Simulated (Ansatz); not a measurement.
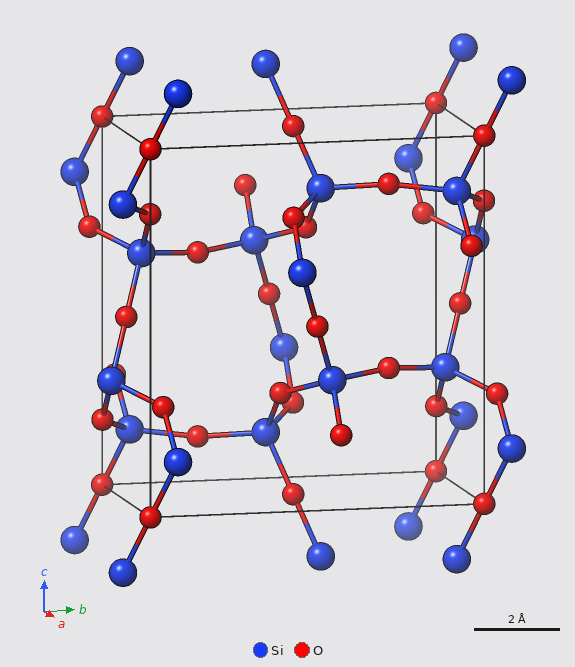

This ball-and-stick model is shown slightly off an axis. The edges of the conventional unit cell are marked. Neighbours across the faces are drawn wherever a bond reaches them.

SiO₂, space group Pccn (No. 56), a = 4.81 Å, b = 8.14 Å, c = 8.84 Å, α = 90.00°, β = 90.00°, γ = 90.00°.

Results below were computed with Ansatz 0.2.0, DFT r2SCAN, scalar-relativistic, plane waves, PAW; the settings were 500 eV cutoff, Brillouin-zone sampling on a 6×4×4 mesh, Gaussian smearing of 0.02 eV, no spin polarisation.

Q: What does the calculation say: metal or gapped?

A: An insulator at this level, with a gap of 6.03 eV on the k-mesh (the true edges may lie between mesh points, so the gap can be somewhat smaller).

The initial geometry was a structure listed in the Materials Project. It was relaxed at fixed volume with DFT r2SCAN, scalar-relativistic, plane waves, PAW (Ansatz).

At this level of theory the run's own cell isn't at rest (stretched, at -6 GPa), so its distances can differ from those at equilibrium, the more so the softer the solid.
